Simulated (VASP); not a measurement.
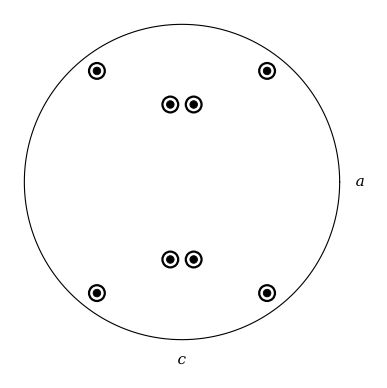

Stereographic projection: filled dots lie in the upper hemisphere, open rings in the lower. The b axis points at the viewer. The poles are all faces of one general form. Computed from the symmetry operations of a computed or model structure of composition SnO2.

Which point group is this?

4/mmm (D4h), order 16, tetragonal system: one fourfold axis, four twofold axes, five mirror planes, an inversion centre.

Which physical properties does it allow?

It is centrosymmetric, so neither piezoelectric nor pyroelectric; it is not chiral.
